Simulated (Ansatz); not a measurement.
Cell and atoms:

```yaml
crystal:
  lattice:
    - [2.92562, 0.00000, 0.00000]
    - [0.00000, 2.92562, 0.00000]
    - [0.00000, 0.00000, 2.92562]
  atoms:
    - { symbol: V, position: [0.00000, 0.00000, 0.00000] }
    - { symbol: V, position: [0.50000, 0.50000, 0.50000] }
```

Describe what this structure looks like.

The element is vanadium. It belongs to space group Im-3m (No. 229) and has a body-centred cubic lattice. The prototype is body-centred cubic (W type). The cell holds two atoms. The coordination shell of V holds eight V in a cubic arrangement at 2.53 Å. Not all metal-metal contacts are counted. The bonds build a three-dimensional framework.

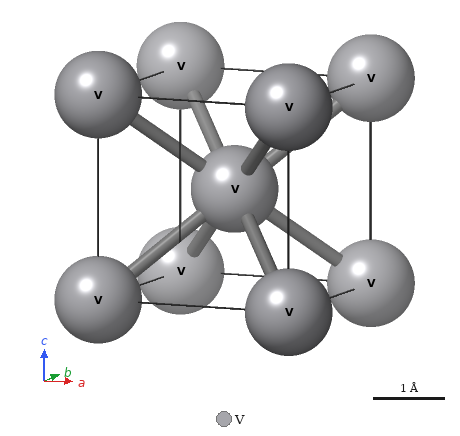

This ball-and-stick model is shown slightly off an axis. The wireframe shows the conventional unit cell. Colours: vanadium grey.

It derives from the standard structure of this element. Earlier steps of the study may have refined or changed the cell and positions. It went into a calculation with Ansatz.
